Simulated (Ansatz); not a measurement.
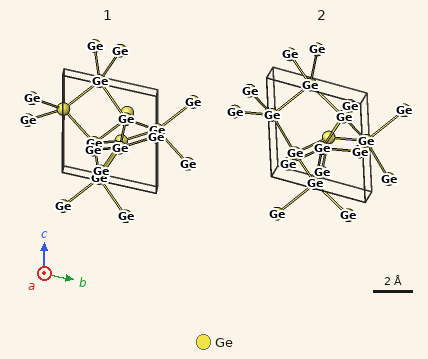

Two geometries of crystalline Ge (a generated structure, set up in R32) (coarse preliminary run), drawn at one scale. One is the start of a relaxation, the other its converged end. Style: ball-and-stick. Shown: the cell of the calculation, from a free direction.

Level of theory: Ansatz 0.2.0, DFT PBE, scalar-relativistic, plane waves, PAW. (plane-wave cutoff 420 eV; k-point mesh 6 × 6 × 6; occupations gaussian; smearing width 0.1 eV; no spin polarisation; cell and atoms relaxed; force threshold 0.04 eV/Å; at most 70 steps)

> Which of the two is the end point?

Structure 2 is the relaxed one. The largest moves relative to the cell, 0.76 Å, are those of Ge atoms. Cell: a = b = c 5.033 → 5.157 Å (+2.5 %), α 100.8° → 105.2°, β 100.8° → 105.2°, γ 100.8° → 105.2°. Volume −0.3 %. Some distances before and after: Ge–Ge 4.545 → 2.530 Å, Ge–Ge 2.351 → 3.629 Å, Ge–Ge 2.402 → 2.547 Å, Ge–Ge 2.412 → 2.519 Å. Bonds break: Ge–Ge (2.35 → 3.63 Å). Among the angles between lasting bonds that change: Ge–Ge–Ge 149.5° → 119.7°, Ge–Ge–Ge 137.5° → 156.3°, Ge–Ge–Ge 120.0° → 110.9°. The space group stays R32 (No. 155). Over 11 accepted moves (13 points after the start) the energy falls by 388 meV per atom. Largest force component: 1.5 eV/Å at the start, 0.023 eV/Å at the end. The pressure goes from 12.08 to −0.07 GPa. The line search rejected the trial step at point 10 of the run. The SCF was repeated once at an unchanged geometry on a basis and grid sized afresh for the cell, which shifted the energy by 0.3 meV per atom at most. Cost: 3.7 min on 1 thread of Arm Neoverse V2, on a shared host, peak memory 0.4 GiB.
